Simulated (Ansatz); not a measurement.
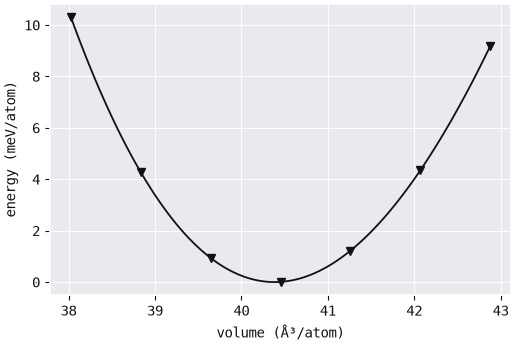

Plotted: energy against volume for CsPbBr₃, space group Pm-3m (No. 221).

Structure:
```xyz
5
Lattice="5.8700 0.0000 0.0000 0.0000 5.8700 0.0000 0.0000 0.0000 5.8700" Properties=species:S:1:pos:R:3 pbc="T T T"
Pb    2.9350    2.9350    2.9350
Cs    0.0000    0.0000    0.0000
Br    2.9350    2.9350    0.0000
Br    2.9350    0.0000    2.9350
Br    0.0000    2.9350    2.9350
```

Computed with Ansatz 0.2.0: all-electron LAPW DFT, no spin polarisation; energies at scaled volumes of the given cell, shape and fractions fixed, counted from the fit's minimum, third-order Birch-Murnaghan fit. Level: PBEsol.

```json
{"setting": "k mesh", "value": "5×5×5"}
{"setting": "occupations", "value": "Fermi–Dirac"}
{"setting": "smearing width", "value": "0.05 eV"}
{"setting": "potentials", "value": "all electron LAPW, scalar relativistic"}
{"setting": "program settings", "value": "basis error eV/atom 0.001"}
```

This calculation gives: equilibrium volume 40.38 Å³/atom and bulk modulus 21.4 GPa.

Now Br is replaced by Cl on all its sites, which gives CsPbCl₃ in the same structure. What happens?

The equilibrium volume falls from 40.38 to 35.42 Å³/atom (−12 %) and the bulk modulus rises from 21.4 to 24.9 GPa (+16 %).

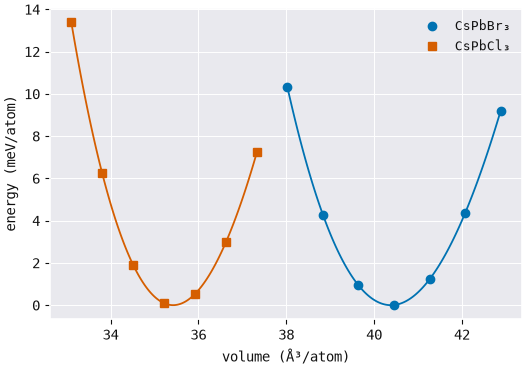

The two results together.

For both, limits of the calculation: spin-orbit coupling left out, heavy elements.

V0 and the bulk modulus come from third-order Birch–Murnaghan fits.
